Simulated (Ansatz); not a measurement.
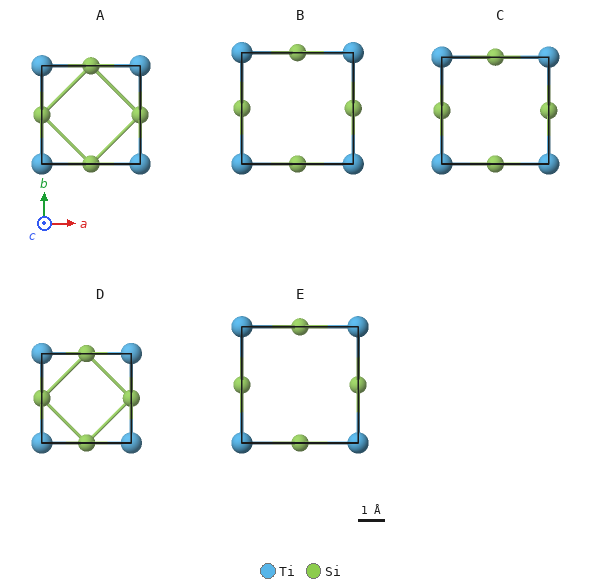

5 geometries from one relaxation of solid Ti2Si3 (a generated structure, set up in P4/mmm) (coarse preliminary run), in shuffled order. Style: ball-and-stick. Shown: the cell of the calculation, along the c axis.

Computed with DFT PBE, scalar-relativistic, plane waves, PAW in Ansatz 0.2.0. (plane-wave cutoff 420 eV; k-point mesh 6 × 6 × 4; occupations gaussian; smearing width 0.1 eV; no spin polarisation; cell and atoms relaxed; force threshold 0.04 eV/Å; at most 70 steps)

Question: Put them in the order of the run, from the start to the converged end.

Answer: D, A, C, B, E. They are steps 0, 2, 4, 7, 17, at +6562 meV per atom, +1250 meV per atom, +315 meV per atom, +119 meV per atom relative to the last. The largest moves relative to the cell, 1.00 Å, are those of Ti atoms. Si stays in place. Cell: a = b 3.494 → 4.539 Å (+29.9 %), c 7.186 → 6.743 Å (−6.2 %). Volume +58.4 %. Among the contacts that change: Ti–Ti 4.204 → 1.950 Å, Ti–Ti 2.982 → 4.792 Å, Si–Ti 2.297 → 3.300 Å, Si–Ti 1.491 → 2.396 Å. New bonds form, among them: Ti–Ti (4.20 → 1.95 Å). Bond angles that change, for instance: Ti–Si–Ti 81.0° → 93.1°, Si–Ti–Si 99.0° → 86.9°, Ti–Si–Ti 99.0° → 86.9°. The space group stays P4/mmm (No. 123). After 14 accepted moves (17 points after the start) the energy has fallen by 6562 meV per atom. The largest force component goes from 36 to 0.016 eV/Å. The pressure goes from 139.36 to −0.02 GPa. The line search rejected the trial step at point 8 of the run. At 2 points the geometry stayed and the basis and grid were re-selected for the new cell (energy shift of 69.1 meV per atom at most each time).
